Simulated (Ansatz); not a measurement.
# Band-structure calculation, with input and output: ZnO

System: ZnO (Fm-3m, 2 atoms in the cell).
Method: DFT PBE, scalar-relativistic, plane waves, PAW, no spin polarisation (Ansatz 0.2.0).

The structure was made by a generator, so it may or may not be a known phase. Figures and captions count atoms from 1; the log counts them from 0 in places.

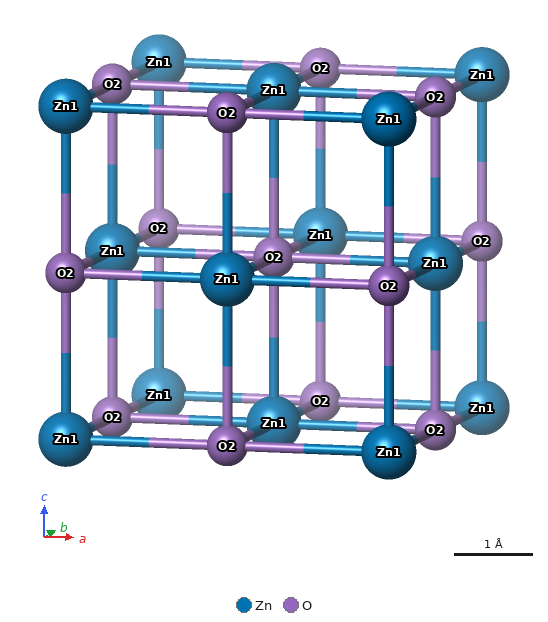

**Figure 1.** The structure as given in the input (ball-and-stick view of the cell 4 times as large as that of the calculation, set on its symmetry axes, seen slightly off an axis; atoms are numbered from 1 in the order of the input).

**Input**
```yaml
crystal:
  lattice:
    - [0.0, 2.1648613428, 2.1648613428]
    - [2.1648613428, 0.0, 2.1648613428]
    - [2.1648613428, 2.1648613428, 0.0]
  atoms:
    - { symbol: Zn, position: [0.0, 0.0, 0.0] }
    - { symbol: O, position: [0.5, 0.5, 0.5] }
basis:
  ecutwfc: 420
kpoints:
  mp_grid: { grid: [12, 12, 12] }
  band_path:
    path:
      - [[0.0, 0.0, 0.0], [0.5, 0.0, 0.5], [0.625, 0.25, 0.625]]
      - [[0.375, 0.375, 0.75], [0.0, 0.0, 0.0], [0.5, 0.5, 0.5], [0.5, 0.25, 0.75], [0.5, 0.0, 0.5]]
    npoints: 14
hamiltonian:
  xc: pbe
scf:
  occupations: { method: gaussian, width: 0.02 }
  n_extra_bands: 6
output:
  forces: true
  stress: true
  eigenvalues: true
  populations: true
  dos: { projected: true, de: 0.02, nscf_kmesh: { grid: [18, 18, 18] } }
  bader: true
  write_density: true
  write_potential: true
  elf: true
  volumetric_format: npy
```

Launch command:
```bash
ansatz run input.yaml --threads 1 --pin off --max-ram 2560MiB --backend cpu --events-out ev --progress --plain --runs-dir out
```

**Output**
```
scf.n_extra_bands = 6 over 9 filled bands (N_el = 18.0): the run solves 15 bands
Engine: ansatz 0.2.0, aarch64-unknown-linux-gnu
Pseudopotentials: kind: paw
Pseudopotential: Zn, paw, valence charge 12, recommended cutoff 420 eV (normal), Zn.paw.azcp
Pseudopotential: O, paw, valence charge 6, recommended cutoff 420 eV (normal), O.paw.azcp
Functional definition: PBE
  parameter kappa = 0.804
  parameter beta = 0.06672455060314922
  exchange = pbe_x(kappa = kappa, mu = beta*pi^2/3)
  correlation = pbe_c(beta = beta)
Crystal: 2 atoms, lattice volume = 20.292 Å³
Basis set: ecut = 420 eV, 411 PW (Γ), exchange–correlation on 48×48×48 points (8 copies of the dense FFT grid, shifted against one another)
Bands: 15, of which v1, the nominal top of the filled ones, is band 9 counted from 1 (8 counted from 0)
Symmetry: 48 space group operations
Space group: Fm-3m (ITA 225), of the structure as read, at distance tolerance 2.7e-5 Å
k-points: 72 of 1728
Non-local potential: Zn, projectors of the file, l = 0: 2, l = 1: 2, l = 2: 3, l = 3: 1
Non-local potential: O, projectors of the file, l = 0: 2, l = 1: 2, l = 2: 1
PAW form: soft (Blöchl's): semilocal exchange-correlation on the pseudo side does not see the compensation charge
PAW one-centre angular grid: Zn, 590 points (default); XC on 64 Gauss nodes
PAW one-centre angular grid: O, 110 points (default); XC on 64 Gauss nodes
Initial density: superposition of atomic densities (neutral atoms: chi_scale 0, normalization atom), corrected by the library's trained network
Initial wavefunctions: pseudopotential atomic-orbital guess
Functional: x = pbe(κ = 0.804, μ = 0.2195149727645171), c = pbe(β = 0.06672455060314922)
SCF iter   1: F=—  HF=-3886.540728 eV  |F-HF|=—  |Δ(HF+E_count)|=         —  Δρ=1.73e-3  dr2=2.73e-4  ethr=1.77e-3  ⟨swp⟩=5.1  Hψ=5475  notcnv=0
preconditioner: auto → none  [insulator: Δε(μ)=0.759 eV  Ē_g=19.164 eV  σ=0.020 eV  W_gap=1.00  n_scr=8 (ndim 8)  ℏωp=35.0 eV  f_vac=0.000  D(μ)=0.00/eV (n_scr^D=0)  ε∞_Penn≈4.3]
SCF iter   2: F=—  HF=-3886.541221 eV  |F-HF|=—  |Δ(HF+E_count)|=   4.93e-4  Δρ=4.73e-4  dr2=1.36e-5  ethr=1.51e-6  ⟨swp⟩=2.0  Hψ=2507  notcnv=0  defer=102
SCF iter   3: F=—  HF=-3886.541223 eV  |F-HF|=—  |Δ(HF+E_count)|=   2.71e-6  Δρ=3.12e-4  dr2=6.60e-6  ethr=7.55e-8  ⟨swp⟩=2.0  Hψ=1565  notcnv=0  defer=102
SCF iter   4: F=—  HF=-3886.541244 eV  |F-HF|=—  |Δ(HF+E_count)|=   2.05e-5  Δρ=5.85e-5  dr2=3.68e-7  ethr=3.66e-8  ⟨swp⟩=2.6  Hψ=1641  notcnv=0  defer=102
iter 5 did not close the SCF: its close was put off for the readings that it lacked (scf_convergence_deferred on its scf_iter line)
SCF iter   5: F=-3886.541244 eV  HF=-3886.541244 eV  |F-HF|=3.40e-8  |Δ(HF+E_count)|=   3.01e-7  Δρ=1.88e-5  dr2=6.12e-8  ethr=2.04e-9  ⟨swp⟩=2.0  Hψ=1615  notcnv=0  defer=102
SCF iter   6: F=-3886.541244 eV  HF=-3886.541244 eV  |F-HF|=7.57e-9  |Δ(HF+E_count)|=  7.74e-10  Δρ=6.49e-6  dr2=8.97e-9  ethr=3.40e-10  ⟨swp⟩=7.7  Hψ=6265  notcnv=0
SCF 1 converged in 6 iterations: F = -3886.541244 eV  dr2 = 8.97e-9
  greatest PAW one-centre occupation: 0.992 electrons in one spin orbital (limit 2), on the Zn atom at site 0 (counted from 0), in its partial waves of l = 2
NSCF: frozen V_eff on 86 k-points
NSCF: frozen V_eff on 195 k-points
SCF converged after 6 iterations
Free energy (F): -3886.541244 eV
Harris-Foulkes:  -3886.541244 eV  (|F-HF|=7.57e-9)
Internal energy: -3886.541244 eV  (E = F + TS)
E sigma→0 (E₀):  -3886.541244 eV
Fermi energy:    9.817711 eV
--- Per-component energies (eV) ---
  E_band       = 71.973432
  E_kinetic    = 305.613844
  E_local      = -1737.783516  (includes V_loc(G=0)·N_el)
  E_nonlocal   = 669.548193
  E_hartree    = 711.497866
  E_xc         = -209.702197
  E_vxc        = -144.665101  (∫ρ·V_xc dr)
  E_paw        = -1992.439167  (= ΣΔE_a)
  E_vpaw       = -443.736919  (= ΣTr[D̂ρ^β])
  E_aug_tail   = 0.002054  (compensation charges beyond the density's cutoff)
  E_ewald      = -1633.278321
  E_smearing   = -0.000000  (= −TS)
  E_closure    = -0.000000  (closes the sum)
  Σ components = -3886.541244   (vs F -3886.541244, Δ=0.00e0)
--- Forces (eV/Å), atoms counted from 1 ---
  atom   1  Zn    -0.00000000     0.00000000     0.00000000
  atom   2  O      0.00000000    -0.00000000     0.00000000
  max |Σ_I F_I| component: 2.04e-29 eV/Å
--- Stress (GPa, compression-positive) ---
        0.032150       0.000000       0.000000
        0.000000       0.032150       0.000000
        0.000000      -0.000000       0.032150
  P = ⅓ Tr σ = 0.0321 GPa (0.321 kbar)
--- Band table (eV; the first three rows and the last of 72) ---
  k-point 0: bands = ["-8.8182", "4.6081", "4.6081", "4.6081", "4.8054", "4.8054", "8.1988", "8.1988", "8.1988", "10.1930", "27.1584", "27.1584", "27.1584", "27.4698", "28.3781"]
  k-point 1: bands = ["-8.7462", "4.5631", "4.6074", "4.6074", "4.7416", "4.7416", "7.5414", "8.2996", "8.2996", "10.9171", "24.8411", "26.5949", "26.5949", "27.9011", "28.5189"]
  k-point 2: bands = ["-8.5423", "4.3601", "4.4584", "4.4584", "4.7359", "4.7359", "6.5876", "8.5539", "8.5539", "12.1273", "22.5551", "25.3496", "25.3496", "27.8021", "29.0826"]
  k-point 71: bands = ["-7.3543", "3.9440", "4.0335", "4.0335", "5.1006", "5.2793", "6.1304", "6.1304", "7.3724", "16.0839", "19.7780", "19.7780", "21.2755", "30.0915", "30.0915"]
--- Löwdin populations: 2 sites ---
  site symbol       q [e]
     0     Zn     10.6093
     1      O      7.2275
  spilling = 0.009070 (of n_electrons = 18.000000)
--- Bader charges: 2 sites ---
  site symbol  charge [e]  shift [e]
     0     Zn      1.2623     0.0043
     1      O     -1.2623     0.0043
  estimated error of the sums over rays = 3.8e-4 e
```

**File bader_charges.tsv**
```
# site	symbol	x_ang	y_ang	z_ang	partial_charge_e	electrons	volume_ang3	relative_density_drop	shared_charge_e	partial_wave_shift_e
# quadrature_error_electrons = 3.8e-4
0	Zn	0.0000	0.0000	0.0000	1.26231	28.73769	9.07	-	1.26231	0.00429
1	O	2.1649	2.1649	2.1649	-1.26231	9.26231	11.23	-	-1.26231	0.00429
```

**File populations.tsv**
```
# site	symbol	l	j	q
# orbitals = lowdin
# n_electrons = 18.000000
# spilling = 0.009070
0	Zn	0_4S	-	0.622197
0	Zn	2_3D	-	9.987101
1	O	0_2S	-	1.898460
1	O	1_2P	-	5.328990
```

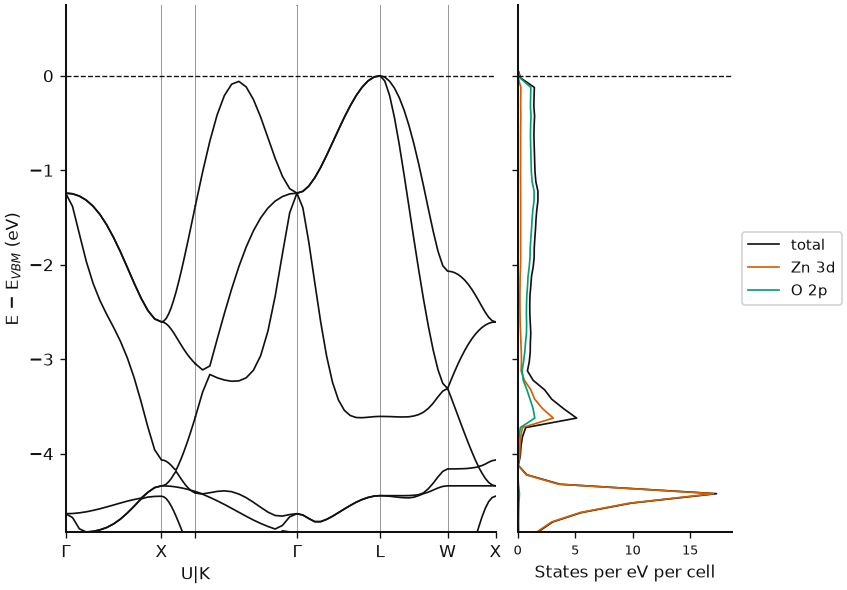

**Figure 2.** Band structure along Γ–X–U|K–Γ–L–W–X and density of states (projected on Löwdin-orthogonalised atomic shells), with energies from the valence-band top. There is a gap of 0.75 eV on this path, indirect, from L to Γ.

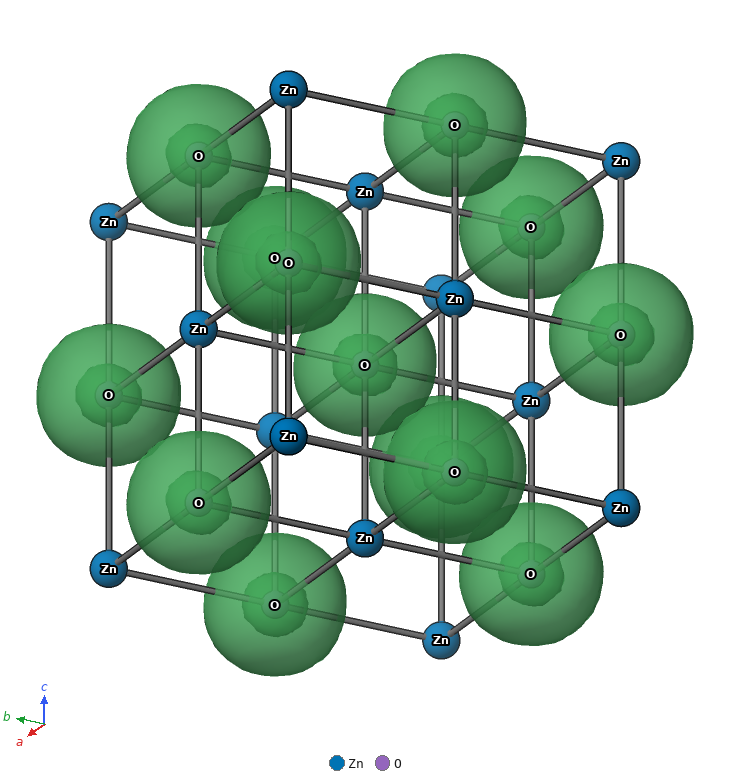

**Figure 3.** Isosurface of the electron localisation function at 0.7 (green), seen at an oblique angle. Core shells and regions of very low density are left out. Sticks mark near contacts. The outline is the cell set on symmetry axes. Values along the shortest contacts: Zn–O (2.16 Å): the ELF is about 0.15 at the midpoint. In a PAW calculation such maps are meaningful between the atoms, not at the nuclei.

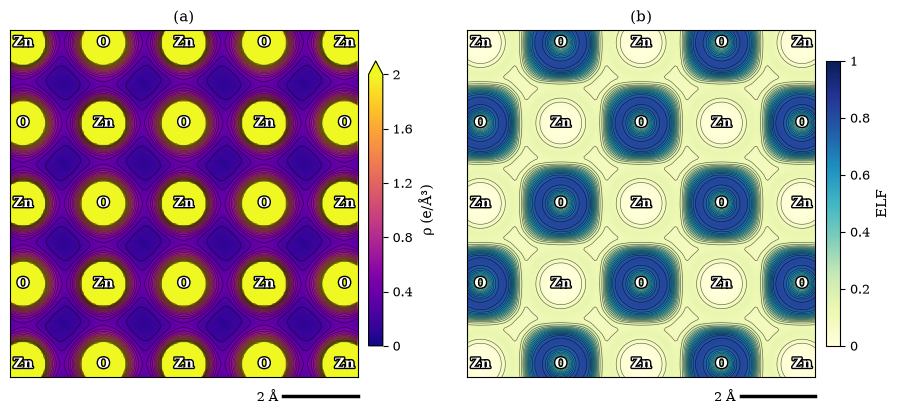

**Figure 4.** (a) valence charge density (pseudo); (b) electron localisation function on the (001) plane of the conventional cell. The section cuts through Zn and O sites. Zn–O (2.16 Å): ρ at the midpoint is about 0.39 e/Å³; the ELF is about 0.15 at the midpoint. Away from the nuclei the density in this plane falls to 0.11 e/Å³ at its lowest.

**Key numbers**

```csv
quantity,value
outcome,converged
space group (tolerance 0.01 Å),Fm-3m (225)
electrons treated,18
free energy,−3886.5412 eV
Fermi energy,9.818 eV
gap on the k-point mesh,0.75 eV
gap on the band path,0.75 eV
pressure,0.03 GPa
largest force (length of the vector),under 0.001 eV/Å
hardware,"1 thread of Arm Neoverse V2, 24 GiB of memory available, shared host"
wall time,13 s
peak memory,0.29 GiB
```
